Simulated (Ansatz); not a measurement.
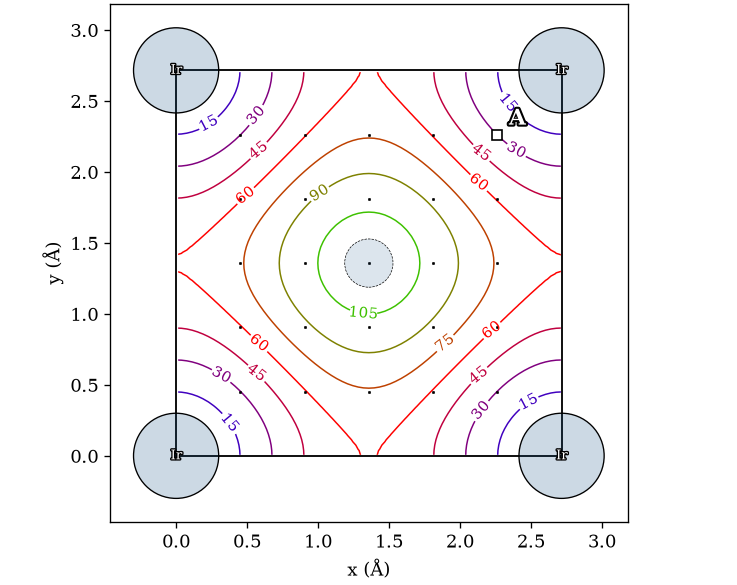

O on an Ir(100) slab cut from the Fm-3m phase, its upper half relaxed before the scan (12 atoms of substrate and one adsorbate in a 2 × 2 cell). 
- O is moved over the surface cell at a fixed height above a rigid substrate; the origin of the map has the adsorbate above Ir9; the height is held at 3.30 Å.
- Places are given modulo a cell vector. The map is drawn in real space over the plane of the surface.
- Grid: 6 × 6 points; 10 points were computed and 26 follow by symmetry.
- Places are given in fractions of the 1 × 1 surface cell.
- Energies: meV, counted from the lowest grid point.
- The runs have no spin polarisation, so an open-shell adsorbate far from the surface lies too high. At a fixed height the lowest place need not be the adsorption site.
- These are results of Ansatz, DFT PBE+D3(BJ), scalar-relativistic, plane waves, PAW, not measurements. Settings: cutoff 420 eV, k-mesh 5×5×1, gaussian smearing 0.1 eV, no spin polarisation.

The picture shows contour lines labelled in meV, dots at the grid points, labelled circles for the atoms of the top layer and small ones for the second layer, the outline of one cell of the plane, the point A. Between grid points the surface is interpolated.

Q: Which way does the force act at A, and how strong is it?

A: A, at (5/6, 5/6) of the cell vectors, is not a stationary point. The computed force is 0.083 eV/Å in the plane, pointing up and right in the picture (components 0.059 and 0.059 eV/Å).

PAW datasets: the set soft_1.
